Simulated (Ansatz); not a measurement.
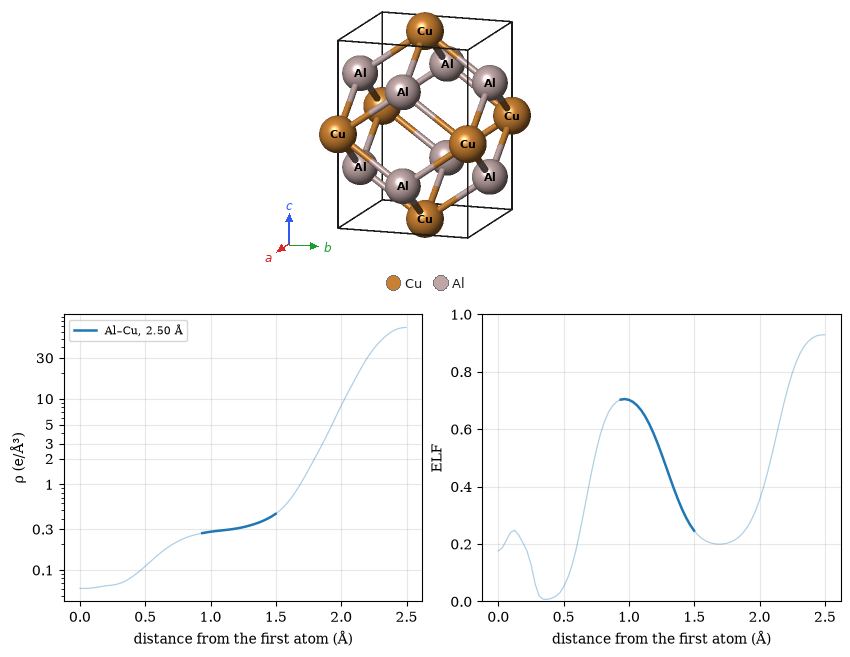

Al$_{2}$Cu. Valence pseudo-density and electron localisation function along straight lines between neighbouring atoms. Thin, pale parts lie inside the atomic spheres. The structure is drawn too.

Space group I4/mmm; a structure from a database of computed crystals, not necessarily the ambient phase; computed pressure about −5 GPa in this cell.

The calculation used Kohn-Sham DFT of a periodic cell, LDA, Ansatz PAW in Ansatz.

The density is the valence pseudo-density of a PAW calculation; it isn't the true density close to the nuclei.

> What can be read from the curves?

Al–Cu (2.50 Å): ρ at the midpoint is about 0.32 e/Å³; the ELF peaks at about 0.70 between the atoms.
